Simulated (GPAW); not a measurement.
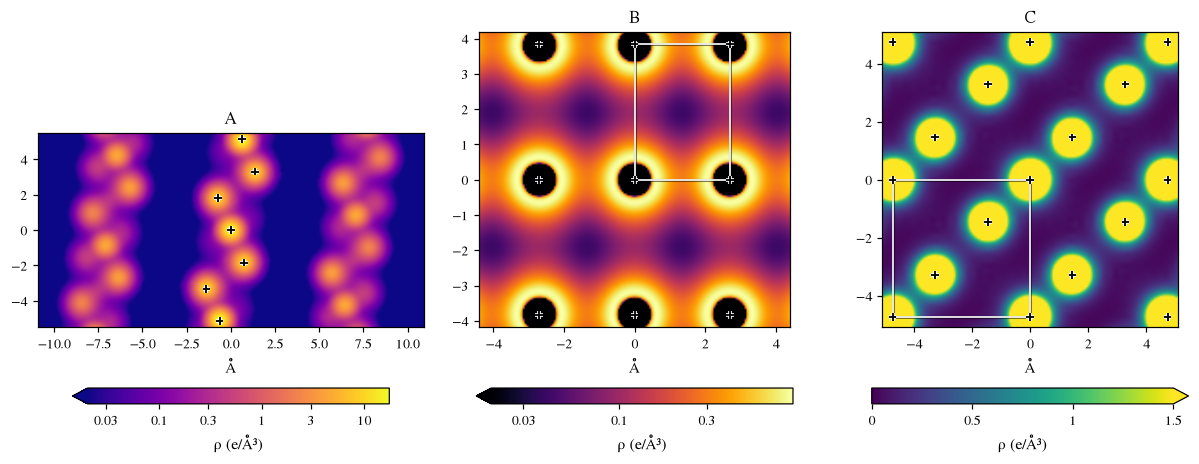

The valence charge density (pseudo) of 3 systems, each on a plane through atoms (crosses mark nuclei in the plane).

All numbers below come from Kohn-Sham DFT of a periodic cell, PBE, GPAW PAW data sets (gpaw-data 1.2.1) (GPAW 26.7.0).

System 1: SnO₂, the (001) plane of the conventional cell. Space group P4₂/mnm; computed pressure about 10 GPa in this cell.

```xyz
6
Lattice="4.7380 0.0000 0.0000 0.0000 4.7380 0.0000 0.0000 0.0000 3.1865" Properties=species:S:1:pos:R:3 pbc="T T T"
Sn    2.3690    2.3690    1.5933
Sn    0.0000    0.0000    0.0000
O     3.8240    0.9140    1.5933
O     3.2830    3.2830    0.0000
O     0.9140    3.8240    1.5933
O     1.4550    1.4550    0.0000
```

System 2: Ge, the (101) plane of the conventional cell. Space group Pm-3m; a generated structure, not necessarily the stable one.

System 3: TiO₂, the (111) plane of the conventional cell. Space group R-3m; a structure from a database of computed crystals, not necessarily the ambient phase.

```cif
data_structure
_symmetry_space_group_name_H-M 'P 1'
_symmetry_Int_Tables_number 1
_cell_length_a 2.9947
_cell_length_b 2.9947
_cell_length_c 20.9446
_cell_angle_alpha 90.000
_cell_angle_beta 90.000
_cell_angle_gamma 120.000
_cell_volume 162.67
loop_
_atom_site_label
_atom_site_type_symbol
_atom_site_fract_x
_atom_site_fract_y
_atom_site_fract_z
_atom_site_occupancy
Ti1 Ti 0.00000 0.00000 0.00000 1
Ti2 Ti 0.66667 0.33333 0.33333 1
Ti3 Ti 0.33333 0.66667 0.66667 1
O1 O 0.33333 0.66667 0.04620 1
O2 O 0.00000 0.00000 0.37953 1
O3 O 0.66667 0.33333 0.71287 1
O4 O 0.33333 0.66667 0.28713 1
O5 O 0.00000 0.00000 0.62047 1
O6 O 0.66667 0.33333 0.95380 1
```

> Which map belongs to which system?

Panel A is system 3, TiO₂: the plane holds Ti and O. Ti–O (1.98 Å): the density is about 0.71 e/Å³ at the midpoint. Panel B is system 2, Ge: the plane holds Ge. Ge–Ge (2.71 Å): the density is about 0.3 e/Å³ at the midpoint. Panel C is system 1, SnO₂: the plane holds Sn and O. Sn–O (2.06 Å): ρ at the midpoint is about 0.68 e/Å³.
